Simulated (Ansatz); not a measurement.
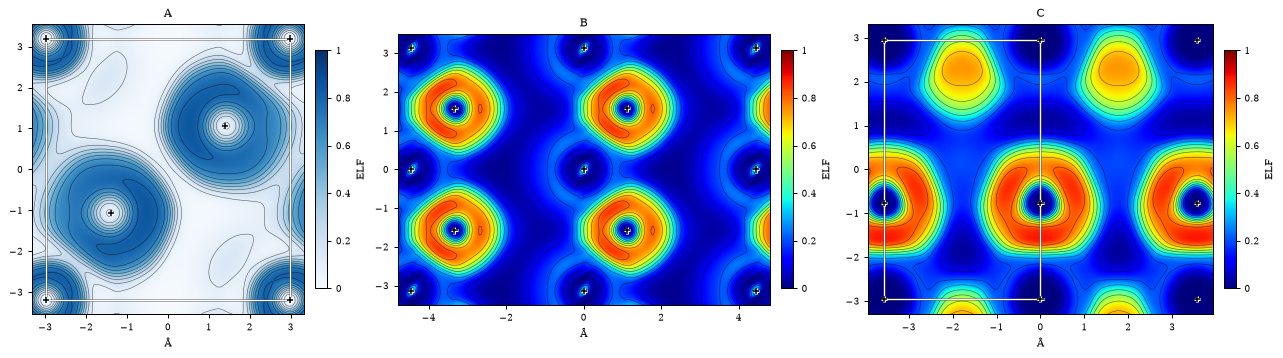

The electron localisation function of 3 systems, each on a plane through atoms (crosses mark nuclei in the plane).

All numbers below come from DFT, LDA, PAW with Ansatz's default frozen-core files, scalar-relativistic; relaxation of cell and atoms in Ansatz 0.2.0.

System 1: ZnS, the (100) plane of the conventional cell. Space group P6₃mc; computed pressure about 15 GPa in this cell.

```xyz
4
Lattice="3.5704 0.0000 0.0000 -1.7852 3.0920 0.0000 0.0000 0.0000 5.9105" Properties=species:S:1:pos:R:3 pbc="T T T"
Zn    0.0000    2.0614    0.0404
Zn    1.7852    1.0307    2.9957
S     0.0000    2.0614    2.2351
S     1.7852    1.0307    5.1903
```

System 2: ZrSe₂, the (110) plane of the conventional cell. Space group P-3m1.

```
Zr Se
1.0
     3.69057    0.00000    0.00000
    -1.84529    3.19613    0.00000
     0.00000    0.00000    5.94997
Zr Se
1 2
Direct
  0.00000 0.00000 0.00000
  0.33333 0.66667 0.26658
  0.66667 0.33333 0.73342
```

System 3: GaN, the (110) plane of the conventional cell. Space group F-43m; a structure from a database of computed crystals, not necessarily the ambient phase.

```
Ga N
1.0
     4.44829    0.00000    0.00000
     0.00000    0.00000   -4.44829
     0.00000    4.44829    0.00000
Ga N
4 4
Direct
  0.50000 0.50000 0.00000
  0.00000 0.50000 0.50000
  0.00000 0.00000 0.00000
  0.50000 0.00000 0.50000
  0.25000 0.75000 0.25000
  0.75000 0.75000 0.75000
  0.75000 0.25000 0.25000
  0.25000 0.25000 0.75000
```

Question: Match each panel to its system.

Answer: Panel A is system 2, ZrSe₂: the plane holds Zr and Se. Zr–Se (2.66 Å): the ELF is about 0.40 at the midpoint. Panel B is system 3, GaN: the plane holds Ga and N. Ga–N (1.93 Å): the ELF peaks at about 0.85 in the valence shell of N, 0.7 Å from its nucleus, and is about 0.50 at the midpoint. Panel C is system 1, ZnS: the plane holds Zn and S. Zn–S (2.19 Å): the ELF peaks at about 0.90 in the valence shell of S, 0.8 Å from its nucleus, and is about 0.55 at the midpoint.
